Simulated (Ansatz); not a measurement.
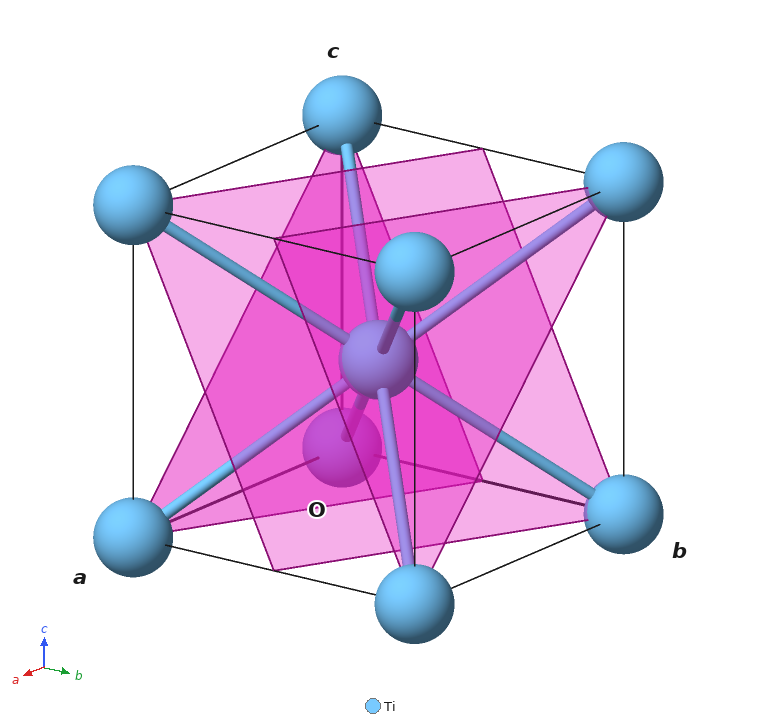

For Ti, the geometry relaxed with DFT, BLYP, plane waves (420 eV) with PAW, scalar-relativistic (Ansatz 0.2.0); the starting structure was generated, so it need not be a known form of this composition: every member of one family of equally spaced planes, hx + ky + lz = a whole number, that cuts the unit cell is shaded (one member passes through the origin O, touching the cell only at an edge or corner). Geometry calculated from the standardised cell; symmetry tolerance 0.002 Å.

a = 3.284 Å, b = 3.284 Å, c = 3.284 Å, α = 90.00°, β = 90.00°, γ = 90.00°.

Index the planes.

(1 2 1); the opposite sign names the same planes. The member next to the origin meets the axes a at 1, b at 1/2, c at 1.

What is the spacing?

d = 1.341 Å.

Which atoms of the cell lie in these planes (within 0.03 Å)?

all 2 Ti.

The space group is No. 229, Im-3m. How many reflections hkl are equivalent to this one (itself included), and does it occur?

24 reflections are equivalent in the Laue class m-3m. The space group allows the reflection.
